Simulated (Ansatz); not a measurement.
The structure in question:

```
Zn Se
1.0
     6.11776    0.00000    0.00000
     0.00000    6.11776    0.00000
     0.00000    0.00000    6.55088
Zn Se
4 8
Direct
  0.50000 0.50000 0.00000
  0.50000 0.00000 0.50000
  0.00000 0.50000 0.50000
  0.00000 0.00000 0.00000
  0.10864 0.88966 0.39278
  0.89136 0.38966 0.10722
  0.39136 0.11034 0.89278
  0.60864 0.61034 0.60722
  0.89136 0.11034 0.60722
  0.10864 0.61034 0.89278
  0.60864 0.88966 0.10722
  0.39136 0.38966 0.39278
```

### Summarise the structure in words.

The formula is ZnSe2. It is primitive orthorhombic, space group Pbca (No. 61). With Z = 4, the cell contains 4 Zn, 8 Se. The Zn atoms are each bonded to six Se in a distorted octahedral arrangement at 2.57 to 2.74 Å. Around each Se lie three Zn and one Se in a distorted tetrahedral arrangement (2.57 to 2.74 Å to Zn, 2.36 Å to Se). The bonds build a three-dimensional framework.

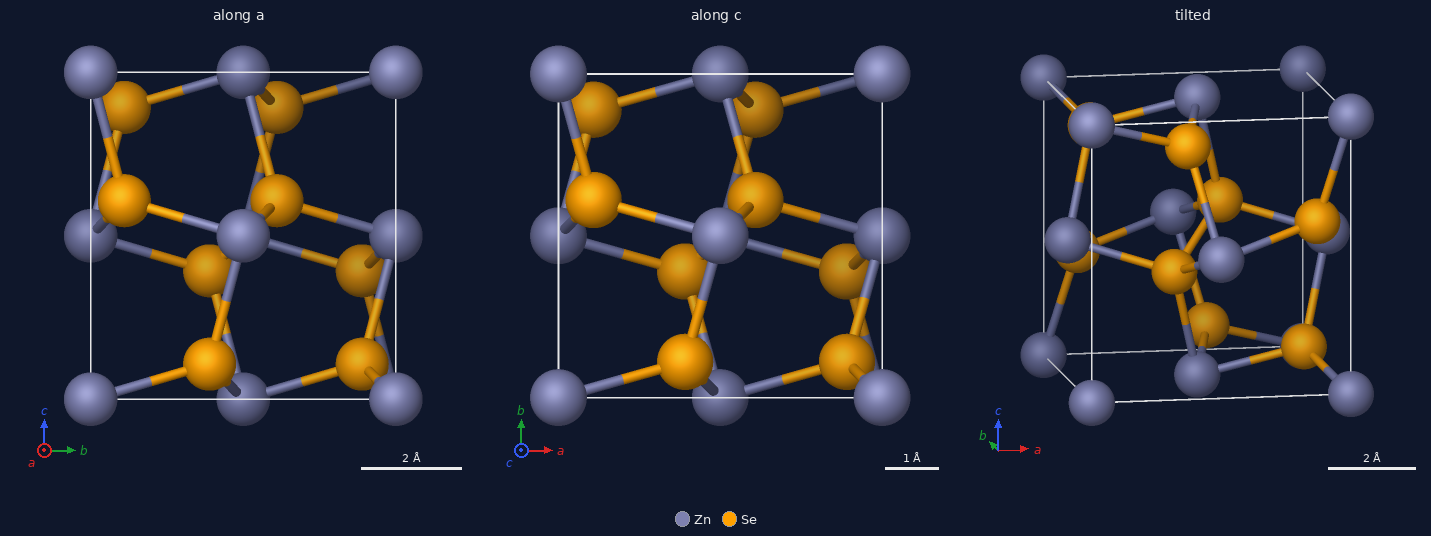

View along the a axis, along the c axis and slightly off an axis, drawn as a ball-and-stick model. The conventional unit cell is outlined; an atom on or near a face, edge or corner is repeated at each equivalent position. Colours: zinc blue, selenium orange.

The starting point was a structure listed in the Materials Project. It was relaxed with DFT r2SCAN, scalar-relativistic, plane waves, PAW (Ansatz 0.2.0) under a constraint or pressure on the cell, so some stress remains.
